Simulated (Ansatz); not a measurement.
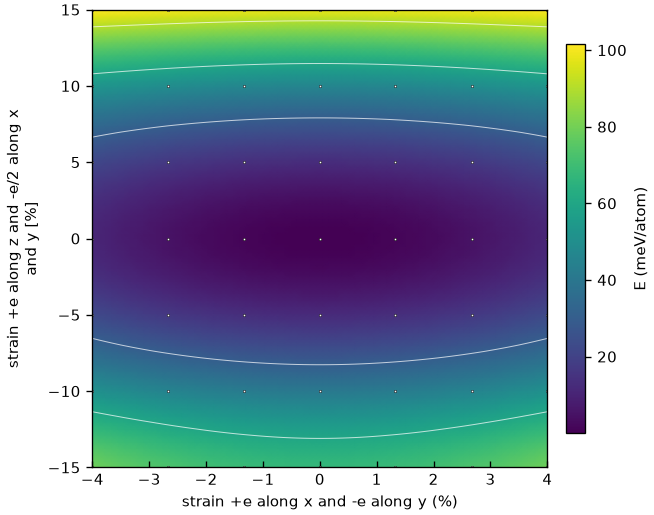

Energy landscape of Hf (Fm-3m, No. 225; 1 atom in the cell). The energy is mapped over two homogeneous strains (x, y and z along the cube axes). The first coordinate is: strain +e along x and -e along y; the second: strain +e along z and -e/2 along x and y. Nothing is relaxed (symmetry fixes all fractional coordinates). The scan uses a 7 × 7 grid; 28 points were computed and 21 follow by symmetry. Points are written as (first, second). All energies are given in meV/atom relative to the lowest grid point. Computed with DFT LDA, scalar-relativistic, plane waves, PAW (Ansatz 0.2.0). Settings: cutoff 420 eV, k-mesh 18×18×18, gaussian smearing 0.15 eV, no spin polarisation.

In the figure: a smooth colour map with a few white contour lines, dots at the grid points. Between grid points the surface is interpolated. 

### Where are the wells?

The lowest grid point is at (0.00 %, 0 %). No other kind of well shows on this grid. The highest grid point, (−4.00 %, 15 %), lies 102 meV/atom above the lowest. Round the minimum the two coordinates are nearly uncoupled.

The values on the grid:

```csv
"second ↓, first →",−4.00,−2.67,−1.33,0.00,1.33,2.67,4.00
15,102,100,99,98,99,100,102
10,53,50,47,46,47,50,53
5,22,17,14,13,14,17,22
0,11,5,1,0,1,5,11
−5,23,17,13,12,13,17,23
−10,51,46,42,41,42,46,51
−15,79,73,69,68,69,73,79
```

Each point was launched as `ansatz run input.yaml --threads 1 --pin off --max-ram 2048MiB --backend cpu --events-out ev --progress --plain --runs-dir out`. Time for the 28 points that were run: 5.5 min on 1 thread of Arm Neoverse V2 (shared host).
